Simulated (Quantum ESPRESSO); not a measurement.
## A series of single points on NaF

System: NaF (2 atoms in the cell).
Method: Kohn-Sham DFT of a periodic cell, rev-vdW-DF2, PseudoDojo 0.4.1 SR PBE standard, no spin polarisation (Quantum ESPRESSO 7.5).

The 7 runs differ only in the geometry, by an even scaling of the cell at fixed fractional positions. The structure derives from an entry of the Crystallography Open Database.

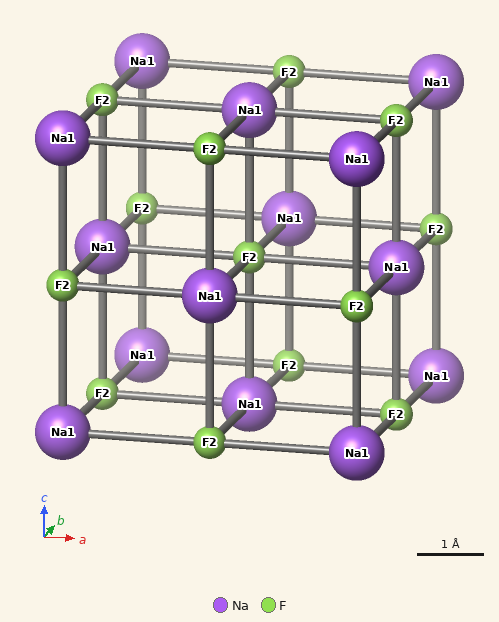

Figure 1. The structure of run 4 (ball-and-stick view of the cell 4 times as large as that of the calculation, set on its symmetry axes, seen slightly off an axis; atoms are numbered from 1 in the order of the input).

### Input of run 4
```
&CONTROL
  calculation = 'scf'
  prefix = 'pwscf'
  outdir = './tmp'
  pseudo_dir = './pseudo'
  tprnfor = .true.
  tstress = .true.
  disk_io = 'nowf'
/
&SYSTEM
  ibrav = 0
  nat = 2
  ntyp = 2
  ecutwfc = 88
  nbnd = 14
  input_dft = 'vdw-df2-b86r'
  occupations = 'smearing'
  smearing = 'fd'
  degauss = 0.00367493
/
&ELECTRONS
  conv_thr = 4d-10
  electron_maxstep = 120
  mixing_beta = 0.5
/
ATOMIC_SPECIES
Na    22.9898 Na.upf
F     18.9984 F.upf
CELL_PARAMETERS angstrom
   0.0000000000    2.3200000000    2.3200000000
   2.3200000000    0.0000000000    2.3200000000
   2.3200000000    2.3200000000    0.0000000000
ATOMIC_POSITIONS crystal
Na     0.0000000000    0.0000000000    0.0000000000
F      0.5000000000    0.5000000000    0.5000000000
K_POINTS automatic
10 10 10 0 0 0
```

Command:
```bash
OMP_NUM_THREADS=1 pw.x -in pw.in > pw.out
```

Run 2 differs from it as follows:
```diff
-   0.0000000000    2.3200000000    2.3200000000
-   2.3200000000    0.0000000000    2.3200000000
-   2.3200000000    2.3200000000    0.0000000000
+   0.0000000000    2.2886448050    2.2886448050
+   2.2886448050    0.0000000000    2.2886448050
+   2.2886448050    2.2886448050    0.0000000000
```

### Results, with one run withheld

| run | volume per atom (Å³) | free energy per atom, from the lowest run given (meV) | pressure (GPa) | gap on the mesh (eV) |
| --- | --- | --- | --- | --- |
| 1 | 11.738 | 10.54 | 4.10 | 6.61 |
| 2 | 11.988 | ? | ? | ? |
| 3 | 12.237 | 1.78 | 1.60 | 6.38 |
| 4 | 12.487 | 0.11 | 0.54 | 6.27 |
| 5 | 12.737 | 0.00 | −0.40 | 6.16 |
| 6 | 12.987 | 1.29 | −1.25 | 6.06 |
| 7 | 13.236 | 3.82 | −2.00 | 5.97 |

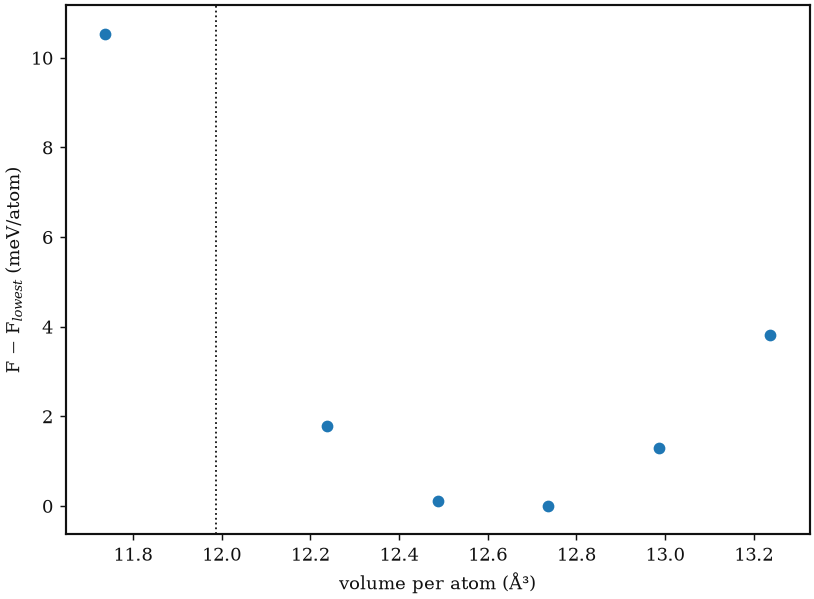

Figure 2. Free energy per atom of the runs given; the dotted line marks run 2.

What should run 2 give?

A cubic polynomial in V^(−2/3) (the Birch–Murnaghan form), fitted to the 6 runs given, misses them by under 0.01 meV per atom. With x = V^(−2/3) − 0.18513 Å⁻², it reads F = −0.066192 + 182.54 x + 1.2416e+05 x² + 1.9631e+05 x³ (meV per atom). At run 2 it gives 5.18 meV per atom, and the run itself gives 5.19. The slope of the fit gives a pressure −dF/dV of 2.79 GPa there, and the run prints 2.78 GPa. The fit has its minimum at 12.629 Å³ per atom, where V d²F/dV² gives 47.4 GPa: the bulk modulus at this level, since symmetry fixes the shape and the positions. The gap on the mesh goes, without turning, from 6.61 eV in run 1 to 5.97 eV in run 7; run 2 has 6.49 eV. These are gaps of this functional on this mesh, which can miss the band edges; they aren't the measured gap.

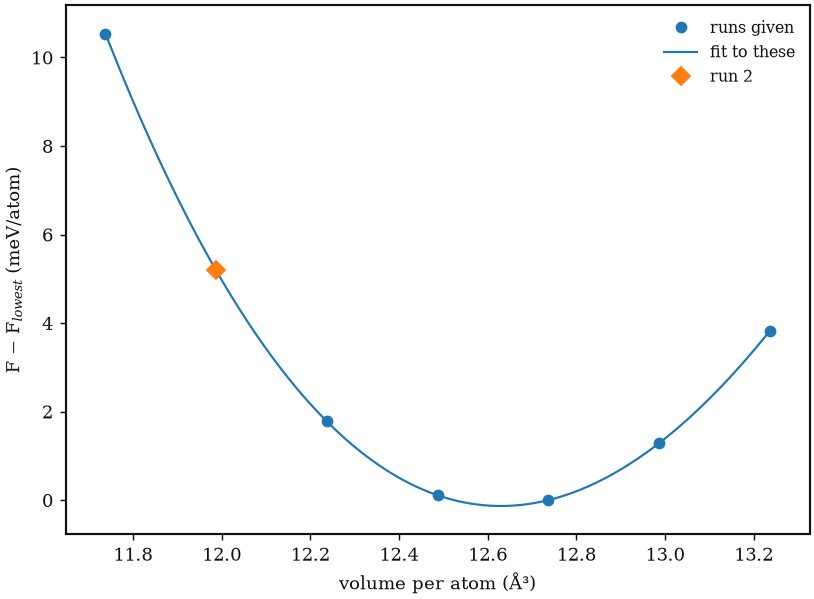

Figure 3. The fit and the withheld run.

### Some lines of the output (run 2)
```
[...]
     unit-cell volume          =     161.7938 (a.u.)^3
     number of k points=    47  Fermi-Dirac smearing, width (Ry)=  0.0037
     total energy              =    -140.93795574 Ry
     total energy              =    -140.98802173 Ry
     total energy              =    -140.99233313 Ry
     total energy              =    -140.99250552 Ry
     total energy              =    -140.99251293 Ry
     total energy              =    -140.99251322 Ry
     total energy              =    -140.99251331 Ry
     the Fermi energy is     4.9579 ev
!    total energy              =    -140.99251331 Ry
     The total energy is F=E-TS. E is the sum of the following terms:
     Computing stress (Cartesian axis) and pressure
          total   stress  (Ry/bohr**3)                   (kbar)     P=       27.79
```

Notes: The record of the run, not the program, notes: potentials made for another functional. Points of doubt noted for this run: potentials made for another functional.
